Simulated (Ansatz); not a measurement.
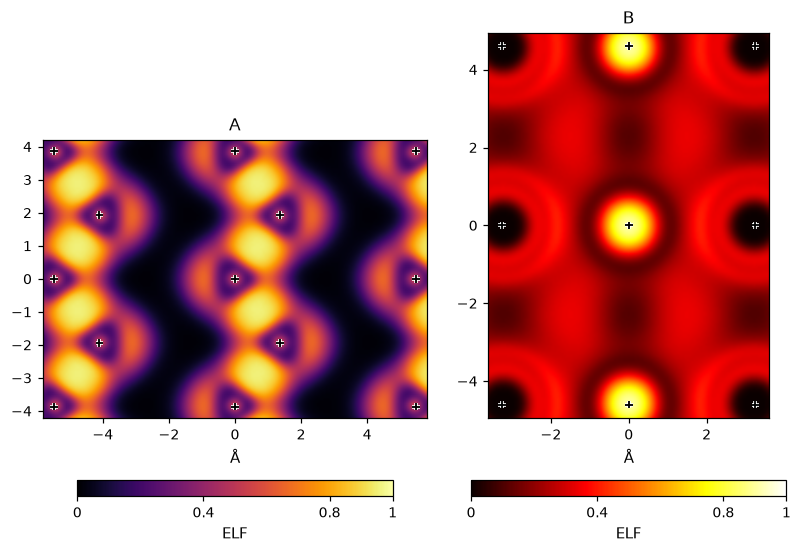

The ELF of 2 systems, each on a plane through atoms (crosses mark nuclei in the plane).

Method: DFT PBE, scalar-relativistic, plane waves, PAW (Ansatz).

System 1: Si, the (011) plane of the conventional cell. Space group Fd-3m; a structure from a database of computed crystals, not necessarily the ambient phase.

```xyz
8
Lattice="5.4701 0.0000 0.0000 0.0000 5.4701 0.0000 0.0000 0.0000 5.4701" Properties=species:S:1:pos:R:3 pbc="T T T"
Si    1.3675    1.3675    1.3675
Si    4.1026    4.1026    1.3675
Si    4.1026    1.3675    4.1026
Si    1.3675    4.1026    4.1026
Si    0.0000    0.0000    0.0000
Si    2.7350    2.7350    0.0000
Si    2.7350    0.0000    2.7350
Si    0.0000    2.7350    2.7350
```

System 2: MnSn$_{3}$, the (100) plane of the cell of the magnetic structure. Space group Pm-3m; started from the Cu3Au (L1_2) prototype, which need not be the ambient phase; spin-polarised.

```yaml
crystal:
  lattice:
    - [0.00000, -4.60277, -4.60277]
    - [0.00000, 4.60277, -4.60277]
    - [4.60277, 0.00000, 0.00000]
  atoms:
    - { symbol: Sn, position: [0.50000, 0.00000, 0.00000] }
    - { symbol: Sn, position: [0.75000, 0.75000, 0.50000] }
    - { symbol: Sn, position: [0.75000, 0.25000, 0.50000] }
    - { symbol: Mn, position: [0.00000, 0.00000, 0.00000] }
    - { symbol: Sn, position: [0.00000, 0.50000, 0.00000] }
    - { symbol: Sn, position: [0.25000, 0.25000, 0.50000] }
    - { symbol: Sn, position: [0.25000, 0.75000, 0.50000] }
    - { symbol: Mn, position: [0.50000, 0.50000, 0.00000] }
```

Match each panel to its system.

Panel A is system 1, Si: the plane holds Si. Si–Si (2.37 Å): the ELF peaks at about 0.95 between the atoms: localised, covalent bonding. Panel B is system 2, MnSn$_{3}$: the plane holds Mn and Sn. Mn–Sn (3.25 Å): the ELF is about 0.35 at the midpoint (no localised pair shows between them).
